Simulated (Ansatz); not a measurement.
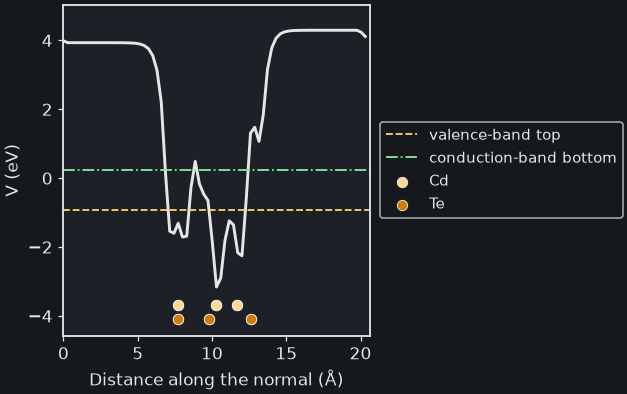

Plane-averaged electrostatic potential energy of an electron across the slab; circles at the bottom mark the heights of the atoms (positions after relaxation). System: a (110) slab cut from CdTe (F-43m), ended by CdTe planes, 12 atoms in the cell. Ansatz 0.2.0; DFT PBE+D3(BJ), scalar-relativistic, plane waves, PAW, no spin polarisation, 2×3×1 k mesh, 420 eV cutoff, Gaussian smearing of 0.05 eV.

From the vacuum level at the right face the ionisation potential is 5.23 eV and the electron affinity 4.05 eV; at the left face they are 4.86 and 3.69 eV. The slab's gap, their difference before rounding, is 1.17 eV. The vacuum levels differ by 0.36 eV, so the slab carries a dipole along its normal. Some atoms were held fixed in the relaxation, which can itself make the faces differ. The outermost atoms are 4.9 Å apart, which leaves 15.7 Å of vacuum in a cell 20.6 Å high.

Spin-orbit coupling is left out, which matters for Te.
